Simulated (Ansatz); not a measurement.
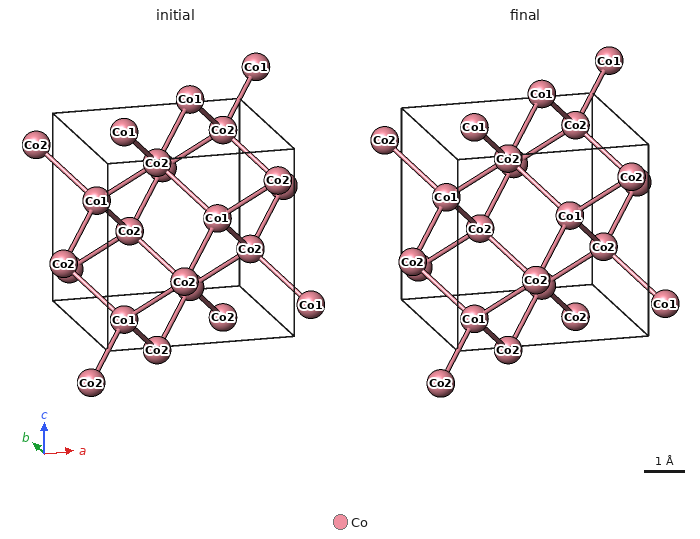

The structure of a crystal of Co (a generated structure, set up in Fd-3m) before (left) and after (right) a relaxation, at one scale.

A ball-and-stick model of the conventional cell (4 times the calculation's cell), seen slightly off an axis. Lengths and directions refer to the drawn axes.

Phase: diamond.

The calculation used Ansatz, DFT, r2SCAN, plane waves (500 eV) with PAW, scalar-relativistic.

The input:
```yaml
crystal:
  lattice:
    - [0.0, 2.4634331982, 2.4634331982]
    - [2.4634331982, 0.0, 2.4634331982]
    - [2.4634331982, 2.4634331982, 0.0]
  atoms:
    - { symbol: Co, position: [0.125, 0.125, 0.125], spin: 1.7 }
    - { symbol: Co, position: [0.875, 0.875, 0.875], spin: -1.7 }
hamiltonian:
  xc: r2scan
  pseudopotentials:
    kind: paw
    azcp:
      Co: "pseudopotentials/Co.paw.azcp"
basis:
  ecutwfc: 500
  fft_grid_basis: typed
kpoints:
  mp_grid: { grid: [11, 11, 11], shift: [0, 0, 0] }
magnetization:
  spin_polarized: true
scf:
  occupations: { method: fermi_dirac, width: 0.05 }
relax:
  max_steps: 60
  f_tol: 0.01
  cell: {}
```

Launched with:
```bash
ansatz run input.yaml --threads 1 --pin off --max-ram 3584MiB --backend cpu --events-out ev --progress --plain --runs-dir out
```

> Summarise the run.

The energy falls by 24.3 meV per atom in 4 accepted moves (6 points after the start). All forces vanish by symmetry, so only the cell relaxes. The pressure goes from 8.31 to 0.00 GPa. At 2 points the geometry stayed and the basis and grid were re-selected for the new cell (energy shift of 1.1 meV per atom at most each time). The atoms keep their places relative to the cell (all moves are under 0.005 Å). The drawn cell changes as follows: a = b = c 4.927 → 5.035 Å (+2.2 %); the volume changes by +6.7 %. Among the contacts that change: Co1–Co2 2.133 → 2.180 Å. The space group stays Fd-3m (No. 227). The program noted that the starting moments weren't kept. The run took 5.2 min on 1 thread of Intel(R) Xeon(R) Platinum 8259CL CPU @ 2.50GHz (Skylake/Cascade Lake), with other jobs on the host, peak memory 0.62 GiB.
